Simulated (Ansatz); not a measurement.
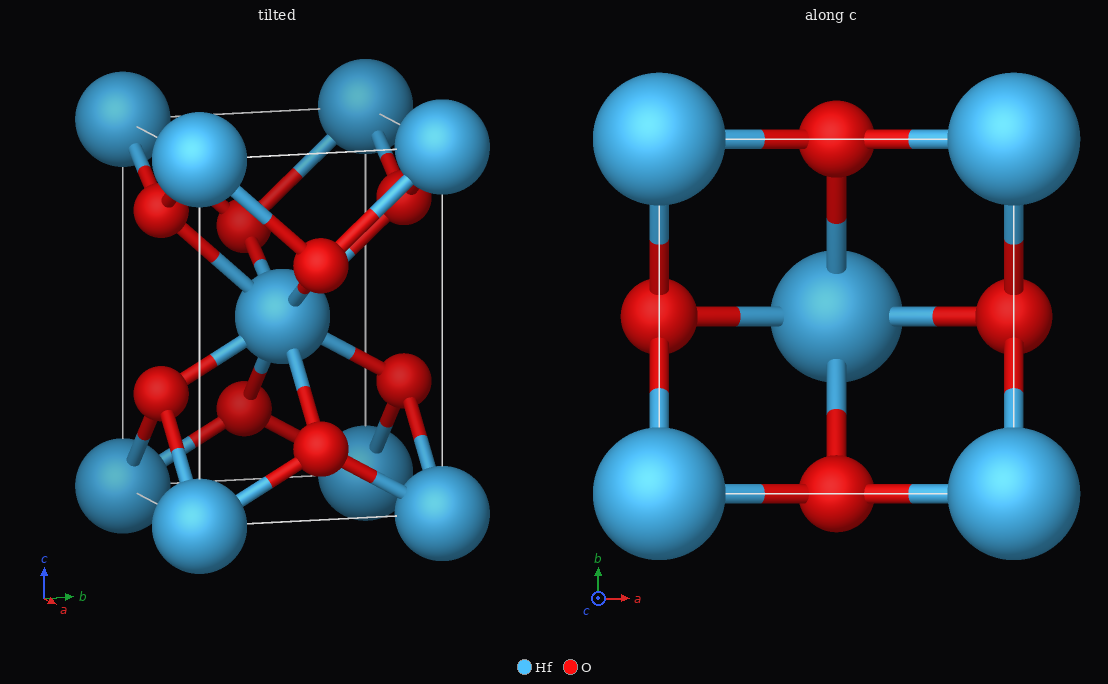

Structure drawing (ball-and-stick), viewed slightly off an axis and along the c axis. The lines enclose the conventional unit cell; boundary atoms appear with their images. Cell: a = 3.60 Å, b = 3.60 Å, c = 5.26 Å, α = 90.00°, β = 90.00°, γ = 90.00°.

The starting point was a structure listed in the Materials Project. Earlier steps of the study may have refined or changed the cell and positions. A calculation with Ansatz used it as input.

> Notes on the structure:

Formula: HfO$_{2}$. It is primitive tetragonal, space group P4_2/nmc (No. 137). With Z = 2, the cell contains 2 Hf, 4 O. Hf is linked to eight O in a distorted cubic arrangement at about 2.1 to 2.4 Å. Each O is bonded to four Hf in a distorted tetrahedral arrangement at about 2.1 to 2.4 Å. Not all metal-metal contacts are counted. The bonds build a three-dimensional framework.

Theory: Ansatz 0.2.0, DFT PBEsol, scalar-relativistic, plane waves, PAW. Numerical settings: E_cut = 420 eV, the zone sampled with 6×6×4 points, Gaussian smearing of 0.02 eV, no spin polarisation.

> Metal or not?

An insulator at this level, with a gap of 4.55 eV, indirect.

> Give the Bader charge of each element.

Hf +2.63 e; O -1.32 e.

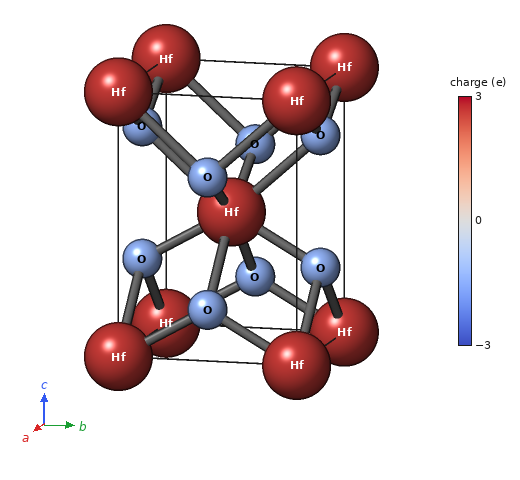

The atoms coloured by those charges. The run's cell of 6 atoms is drawn.

> Is this an equilibrium geometry for the method given?

No. The largest force is 0.05 eV/Å, on O. The pressure is -7.5 GPa, so the cell would contract.
